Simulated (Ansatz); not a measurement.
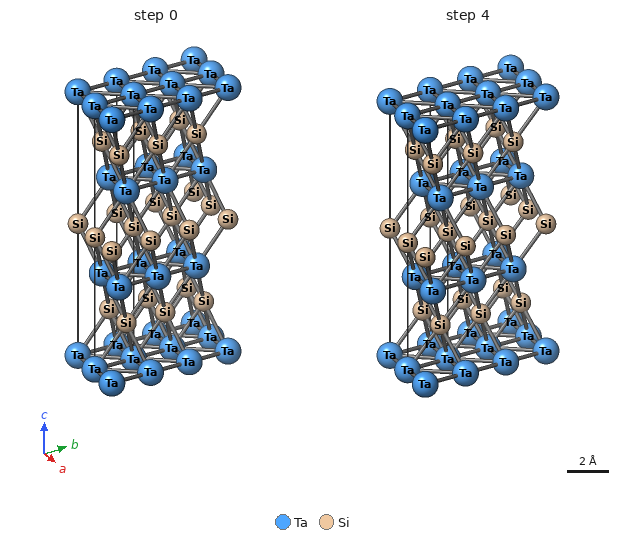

The structure of a crystal of TaSi (built on the CuPt (L1_1)_166 type) (coarse preliminary run) before (left) and after (right) a relaxation, at one scale.

Style: ball-and-stick. Shown: the conventional cell (3 times the calculation's cell), repeated 2 × 3 × 1 with one cell outlined, slightly off an axis. Lengths and directions refer to the drawn axes.

Case: CuPt (L1_1) type (R-3m, No. 166).

Level of theory: DFT PBE, scalar-relativistic, plane waves, PAW in Ansatz 0.2.0.

Input
```yaml
crystal:
  lattice:
    - [1.4052708433, 0.8113334997, 4.4760478713]
    - [-1.4052708433, 0.8113334997, 4.4760478713]
    - [0.0, -1.6226669993, 4.4760478713]
  atoms:
    - { symbol: Ta, position: [0.0, 0.0, 0.0] }
    - { symbol: Si, position: [0.5, 0.5, 0.5] }
basis:
  ecutwfc: 420
kpoints:
  mp_grid: { grid: [6, 6, 6] }
hamiltonian:
  xc: pbe
scf:
  occupations: { method: gaussian, width: 0.1 }
  lower_state_search: "off"
output:
  forces: true
  stress: true
  eigenvalues: true
relax:
  adjacent_minimum: "off"
  f_tol: 0.04
  max_steps: 70
  cell: { stress_tol: 0.4 }
```

Command:
```bash
ansatz run input.yaml --threads 1 --pin off --max-ram 2560MiB --backend cpu --events-out ev --progress --plain --runs-dir out
```

Q: Summarise the run.

A: No atom moves by more than 0.005 Å relative to the cell. The volume changes by +4.2 %, with a = b 2.811 → 2.923 Å (+4.0 %), c 13.428 → 12.941 Å (−3.6 %). Among the contacts that change: Ta1–Ta1 2.811 → 2.923 Å, Ta1–Si2 2.764 → 2.739 Å. Among the angles between lasting bonds that change: Ta1–Si2–Ta1 61.1° → 64.5°, Ta1–Si2–Ta1 118.9° → 115.5°. The space group stays R-3m (No. 166). After 3 accepted moves (4 points after the start) the energy has fallen by 59.2 meV per atom. All forces vanish by symmetry, so only the cell relaxes. Pressure: 7.00 GPa at the start and 0.16 GPa at the end. The SCF was repeated once at an unchanged geometry on a basis and grid sized afresh for the cell, which shifted the energy by 0.4 meV per atom at most.
